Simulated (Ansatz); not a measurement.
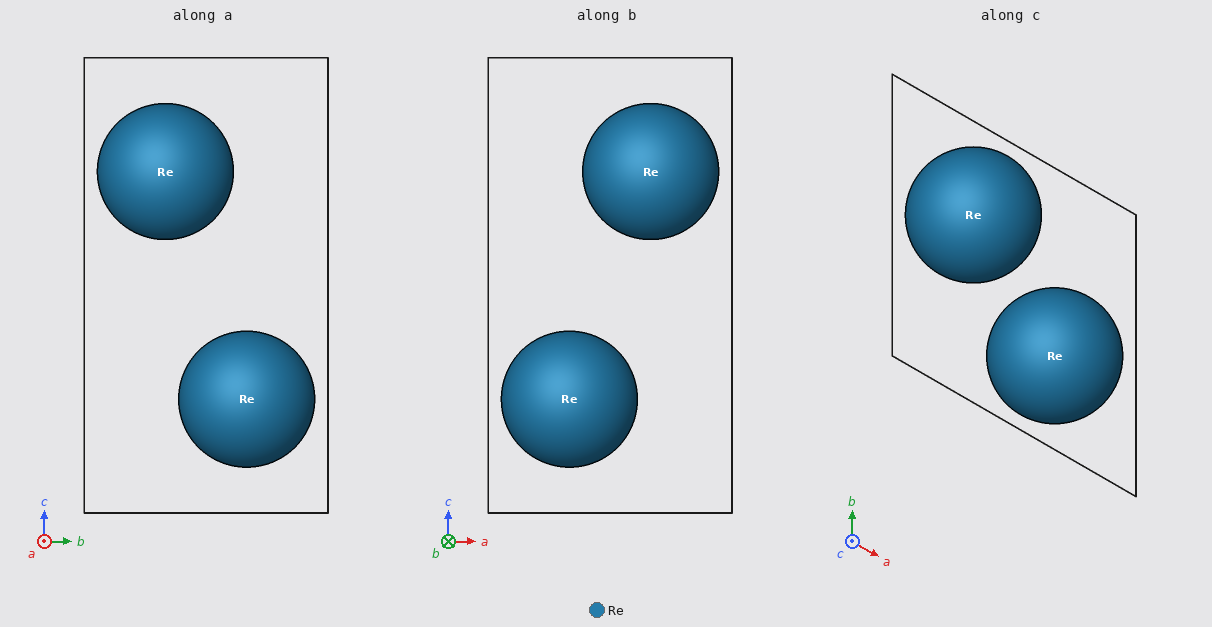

Drawn in the spheres-only manner and seen along the a axis, along the b axis and along the c axis. One conventional unit cell is framed, with atoms on its boundary repeated.

Lattice parameters: a = 2.798 Å, b = 2.798 Å, c = 4.523 Å, α = 90.00°, β = 90.00°, γ = 120.00°. Put a along x and b in the xy plane.

Convert the drawing into a POSCAR file.

Answer.
```
Re
1.0
     2.798    0.000    0.000
    -1.399    2.423    0.000
     0.000    0.000    4.523
Re
2
Direct
  0.3333 0.6667 0.2500
  0.6667 0.3333 0.7500
```

The structure was taken from a structure type filled with this element by a generator (whether the element takes this form wasn't checked). The cell was then strained or its atoms displaced on purpose. It was run through Ansatz as a DFT input.

At this level of theory the cell isn't at rest (stretched, at -8 GPa), so its distances can differ from those at equilibrium, the more so the softer the solid.
